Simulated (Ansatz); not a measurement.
**Sn8HO16 (cell with a defect): density, localisation and related maps**

Input file:

```
crystal:
  lattice:
    - [-4.8271899931, 4.8271899931, 0.0]
    - [-4.8271899931, -4.8271899931, 0.0]
    - [4.8271899931, 0.0, 6.4763047095]
  atoms:
    - { symbol: Sn, position: [0.625, 0.125, 0.25] }
    - { symbol: Sn, position: [0.875, 0.375, 0.75] }
    - { symbol: Sn, position: [0.125, 0.625, 0.25] }
    - { symbol: Sn, position: [0.375, 0.875, 0.75] }
    - { symbol: Sn, position: [0.5, 0.5, 0.0] }
    - { symbol: Sn, position: [0.75, 0.75, 0.5] }
    - { symbol: Sn, position: [0.0, 1.0, 0.0] }
    - { symbol: Sn, position: [0.25, 0.25, 0.5] }
    - { symbol: O, position: [0.9315765205, 0.125, 0.25] }
    - { symbol: O, position: [0.1815765205, 0.375, 0.75] }
    - { symbol: O, position: [0.4363005433, 0.6233692772, 0.2509335738], spin: 0.2 }
    - { symbol: O, position: [0.6815765205, 0.875, 0.75] }
    - { symbol: O, position: [0.3197772303, 0.1308367997, 0.2547251444], spin: 0.2 }
    - { symbol: O, position: [0.5684234795, 0.375, 0.75] }
    - { symbol: O, position: [0.8184234795, 0.625, 0.25] }
    - { symbol: O, position: [0.0684234795, 0.875, 0.75] }
    - { symbol: O, position: [0.5, 0.1934234795, 0.0] }
    - { symbol: O, position: [0.75, 0.4434234795, 0.5] }
    - { symbol: O, position: [-0.0211548373, 0.682994959, -0.0182824969], spin: 0.2 }
    - { symbol: O, position: [0.25, 0.9434234795, 0.5] }
    - { symbol: O, position: [0.5162131995, 0.8112531303, 0.0157258579], spin: 0.2 }
    - { symbol: O, position: [0.75, 0.0565765205, 0.5] }
    - { symbol: O, position: [0.0, 0.3065765205, 0.0] }
    - { symbol: O, position: [0.25, 0.5565765205, 0.5] }
    - { symbol: H, position: [0.3125376204, 0.7980713654, 0.1245614309], spin: 0.2 }
  host:
    lattice:
      - [4.8271899931, 0.0, 0.0]
      - [0.0, 4.8271899931, 0.0]
      - [0.0, 0.0, 3.2381523548]
    atoms:
      - { symbol: Sn, position: [0.5, 0.5, 0.5] }
      - { symbol: Sn, position: [0.0, 0.0, 0.0] }
      - { symbol: O, position: [0.1934234795, 0.8065765205, 0.5] }
      - { symbol: O, position: [0.8065765205, 0.1934234795, 0.5] }
      - { symbol: O, position: [0.3065765205, 0.3065765205, 0.0] }
      - { symbol: O, position: [0.6934234795, 0.6934234795, 0.0] }
basis:
  ecutwfc: 420
  xc_grid: 2
kpoints:
  mp_grid: { grid: [3, 3, 3], shift: [0.0, 0.0, 0.0] }
hamiltonian:
  xc: pbe
scf:
  occupations: { method: gaussian, width: 0.02 }
  lower_state_search: "off"
output:
  forces: true
  stress: false
  eigenvalues: true
  populations: true
  charged_corrections:
    defect_position: [0.3125, 0.8125, 0.125]
    epsilon: [[14.0244, 0.0, 0.0], [0.0, 14.0244, 0.0], [0.0, 0.0, 10.8933]]
  write_density: true
  write_potential: true
  elf: true
  volumetric_format: npy
magnetization:
  spin_polarized: true
relax:
  adjacent_minimum: "off"
  f_tol: 0.03
  max_steps: 40
```

Command:

```sh
ansatz run input.yaml --threads 8 --pin off --max-ram 16384MiB --backend cpu --events-out ev --progress --plain --runs-dir out
```

The fields are those of the relaxed geometry.

The program warned that a starting moment wasn't kept; spin-polarised, but the moments vanished.

Theory: DFT PBE, scalar-relativistic, plane waves, PAW (Ansatz 0.2.0).

Core electrons are frozen (PAW), and the valence fields are smoothed inside the atomic spheres.

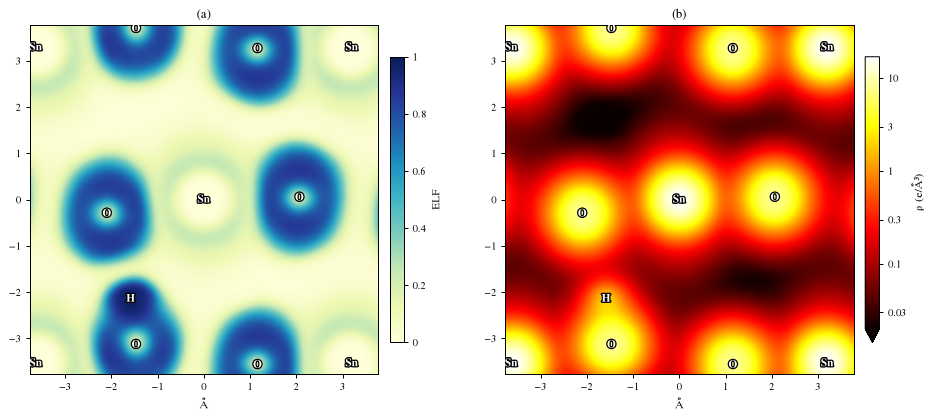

Figure 1. (a) electron localisation function; (b) valence charge density (pseudo) on the (001) plane of the calculation cell.

What does the map show?

Answer. Atoms in the plane: Sn, O and H. O–H (1.00 Å): ρ at the midpoint is about 3.6 e/Å³; the ELF climbs to about 1 towards the hydrogen, as it does in any bond to H (a covalent bond by its length). Sn–O (2.04 Å): the density is about 0.69 e/Å³ at the midpoint; the ELF peaks at about 0.80 in the valence shell of O, 0.6 Å from its nucleus, and is about 0.25 at the midpoint; no localised pair shows between them. Sn–O (2.07 Å): the density is about 0.65 e/Å³ at the midpoint; the ELF peaks at about 0.80 in the valence shell of O, 0.6 Å from its nucleus, and is about 0.25 at the midpoint: no shared electron pair shows on this line. Sn–O (2.12 Å): ρ is about 0.59 e/Å³ halfway; the ELF peaks at about 0.85 in the valence shell of O, 0.6 Å from its nucleus, and is about 0.25 at the midpoint (no shared electron pair shows on this line). Sn–O (2.20 Å): ρ at the midpoint is about 0.49 e/Å³; the ELF peaks at about 0.85 in the valence shell of O, 0.6 Å from its nucleus, and is about 0.20 at the midpoint (no shared electron pair shows on this line). Between the atoms the lowest density in this plane is 0.01 e/Å³. The ELF also peaks beside O, away from the bonds: lone-pair regions.

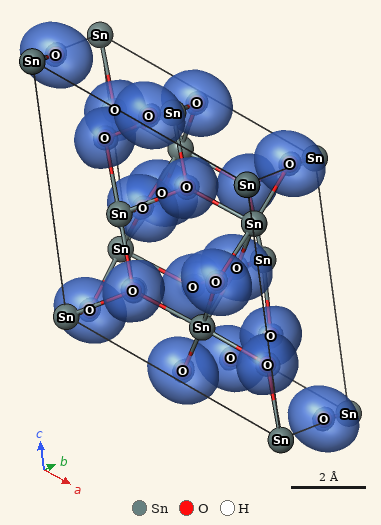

Figure 2. Isosurface of the ELF at 0.65 (blue), seen slightly off an axis. Only the valence region is drawn (cores and ρ < 0.01 e/Å³ removed). Sticks mark near contacts.

What do the ELF domains correspond to?

Answer. The surface consists of 15 regions wrapped around O (the valence shell of each) and one joined region spread over several atoms (H, O), in which their bonds and any lone pairs are merged, counted in one cell of 25 atoms. Regions shared between cells count once.

Does the calculation make it a metal, or give it a gap?

Answer. It is gapless in this calculation (a metal or semimetal).
